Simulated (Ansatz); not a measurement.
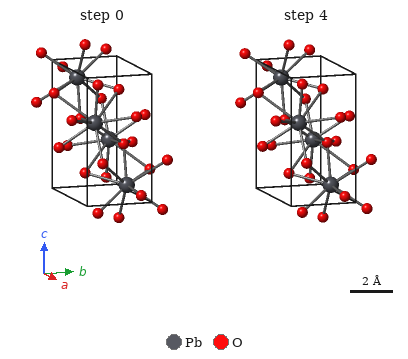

The structure of crystalline PbO2 (set up in Pnma) before (left) and after (right) a relaxation, at one scale.

A ball-and-stick model of the cell of the calculation, seen from a free direction.

All numbers below come from Ansatz 0.2.0, DFT, PBE, plane-wave PAW, default files, scalar-relativistic, frozen cores. (plane-wave cutoff 420 eV; k-point mesh 6 × 10 × 5; occupations fermi dirac; smearing width 0.05 eV; no spin polarisation; potentials kind: paw, frozen_core: stored; atoms relaxed in a fixed cell; force threshold 0.02 eV/Å; at most 60 steps)

What changed between the two?

Answer. The largest moves, 0.083 Å, are those of O atoms. Largest moves by element: O 0.083 Å, Pb 0.008 Å. The cell doesn't change. Among the contacts that change: O–Pb 1.992 → 2.056 Å, O–Pb 2.212 → 2.150 Å, O–Pb 2.163 → 2.143 Å, O–Pb 2.113 → 2.101 Å. Among the angles between lasting bonds that change: Pb–O–Pb 107.1° → 109.7°, Pb–O–Pb 119.8° → 117.3°. The space group stays Pnma (No. 62). After 3 accepted moves (4 points after the start) the energy has fallen by 29.6 meV per atom. Largest force component: 1.8 eV/Å at the start, 0.019 eV/Å at the end. 1 step only repeated the SCF at the same geometry. Cost: 110 s on 1 thread of Intel(R) Xeon(R) Platinum 8488C (Sapphire Rapids), with other jobs on the host, peak memory 0.72 GiB.
